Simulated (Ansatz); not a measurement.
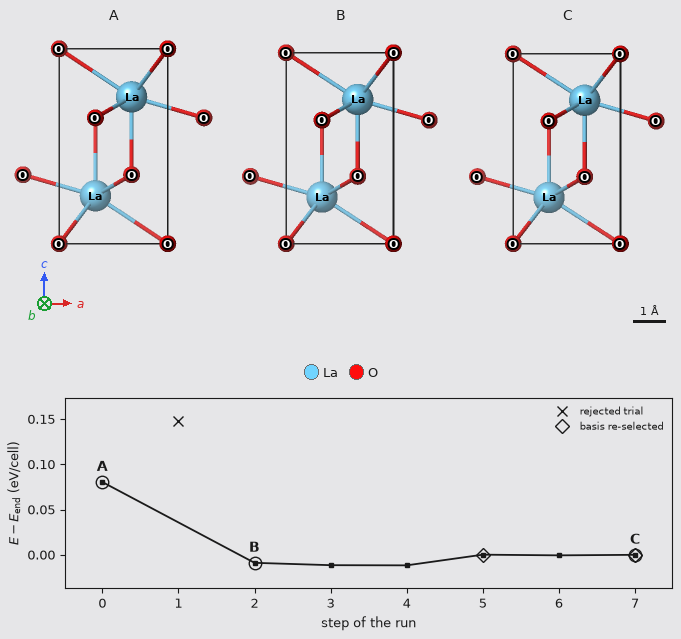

Frames of a relaxation of crystalline La$_{2}$O$_{3}$ (set up in P-3m1), marked on the history of the run. Style: ball-and-stick. Shown: the cell of the calculation, along the b axis.

The run lets cell and atoms move.

These are results of Kohn-Sham DFT of a periodic cell, LDA, Ansatz PAW in Ansatz, not measurements.

The input:
```yaml
crystal:
  lattice:
    - [3.930777878, 0.0, 0.0]
    - [-1.965388939, 3.404153499, 0.0]
    - [0.0, 0.0, 6.11195352]
  atoms:
    - { symbol: La, position: [0.3333333333, 0.6666666667, 0.24623568] }
    - { symbol: La, position: [0.6666666667, 0.3333333333, 0.75376432] }
    - { symbol: O, position: [0.0, 0.0, 0.0] }
    - { symbol: O, position: [0.3333333333, 0.6666666667, 0.64589065] }
    - { symbol: O, position: [0.6666666667, 0.3333333333, 0.35410935] }
hamiltonian:
  xc: lda
  pseudopotentials: { kind: paw }
kpoints:
  mp_grid: { grid: [8, 8, 5] }
scf:
  occupations: { method: fermi_dirac, width: 0.05 }
output:
  forces: true
  stress: true
  eigenvalues: true
  write_density: true
  write_potential: true
  elf: true
  volumetric_format: npy
relax:
  f_tol: 0.01
  max_steps: 40
  cell: { stress_tol: 0.05 }
```

Run as
```bash
ansatz run input.yaml --threads 2 --pin off --max-ram 5632MiB --backend cpu --events-out ev --progress --plain --runs-dir out
```

**Describe the path.**

The largest moves relative to the cell, 0.013 Å, are those of La atoms. By element the largest moves are La 0.013 Å, O 0.004 Å. Cell: a = b 3.931 → 3.883 Å (−1.2 %), c 6.112 → 5.952 Å (−2.6 %). Volume −5.0 %. Some distances before and after: La–O 2.723 → 2.671 Å, La–O 2.443 → 2.396 Å, La–O 2.363 → 2.334 Å. The space group stays P-3m1 (No. 164). The energy falls by 80.5 meV per cell of the calculation in 4 accepted moves (7 points after the start). Largest force component: 0.17 eV/Å at the start, 0.0015 eV/Å at the end. Pressure: −6.33 GPa at the start and −0.01 GPa at the end. The line search rejected the trial step at point 1 of the run. The SCF was repeated twice at an unchanged geometry on a basis and grid sized afresh for the cell, which shifted the energy by 11.8 meV per cell of the calculation at most. At step 1 the optimiser overshot: the energy rose above the start, and later steps came back. From step 0 to 2: volume −4.3 %, energy −89.3 meV per cell of the calculation. From step 2 to 7: volume −0.7 %, energy +8.8 meV per cell of the calculation.

```tsv
step	E − E(0), meV/atom	largest force component, eV/Å	pressure, GPa	volume, Å³/atom	note
0	0.00	0.1700	-6.33	16.357	
1	13.51	0.4450	10.73	14.531	rejected
2	-17.86	0.0491	-0.62	15.654	
3	-18.39	0.0250	0.05	15.571	
4	-18.43	0.0056	0.01	15.571	
5	-16.06	0.0057	-0.26	15.571	same geometry, new basis
6	-16.21	0.0015	0.00	15.540	
7	-16.10	0.0015	-0.01	15.540	same geometry, new basis
```
